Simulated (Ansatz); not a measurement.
Start from this file.

```
W Se
1.0
     3.40390    0.00000    0.00000
    -1.70195    2.94786    0.00000
     0.00000    0.00000   23.84731
W Se
3 6
Cartesian
  0.0000 0.0000 0.0053
  1.7019 0.9826 7.9544
  0.0000 1.9652 15.9035
  0.0000 1.9652 6.2846
  1.7019 0.9826 1.6751
  0.0000 0.0000 14.2337
  0.0000 1.9652 9.6242
  1.7019 0.9826 22.1828
  0.0000 0.0000 17.5733
```

### What would you see if this were drawn?

The structure is one of WSe2. Space group R3m (No. 160), lattice rhombohedral (trigonal R). The cell comprises 3 formula units: 3 W, 6 Se. Each W has six Se in a trigonal prismatic arrangement at 2.58 Å. Each Se has three W in a trigonal pyramidal arrangement at 2.58 Å. Not all metal-metal contacts are counted. The bonds build WSe2 layers parallel to (001).

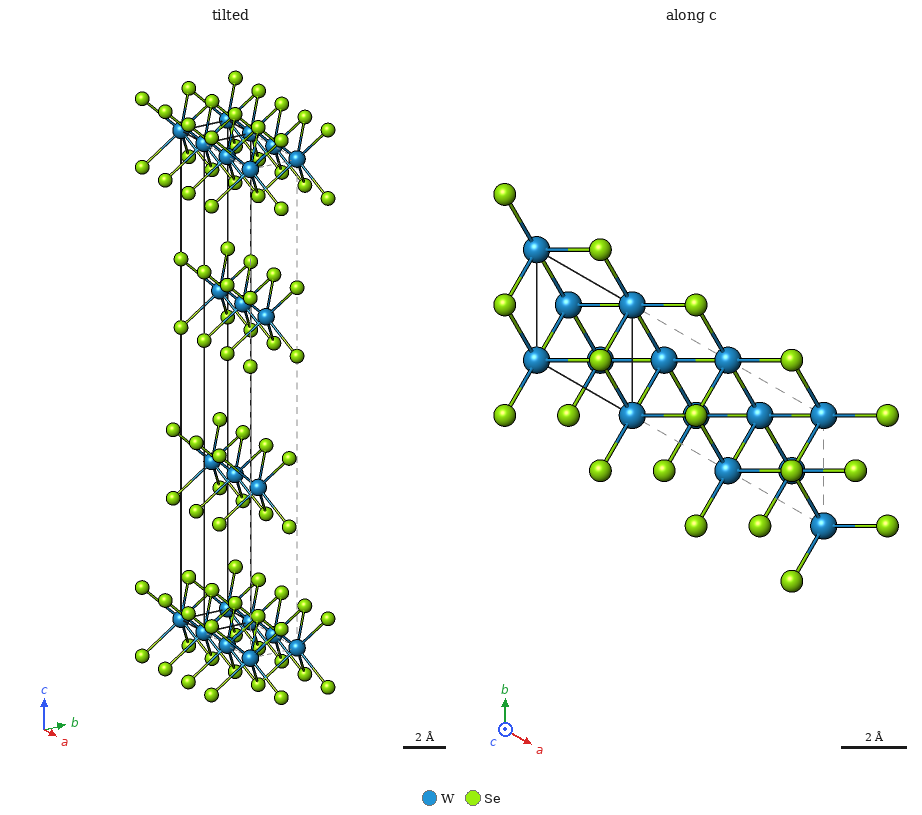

Drawn in the ball-and-stick manner and seen slightly off an axis and along the c axis. A 3×1×1 array of cells is drawn; the conventional unit cell has the solid edges. A few atoms beyond the faces are included. Colours: tungsten blue, selenium green.

The structure was taken from a structure listed in the Materials Project, with elements exchanged, so it need not be a known form of the compound. Earlier steps of the study may have refined or changed the cell and positions. It was set up as input for a calculation with Ansatz.
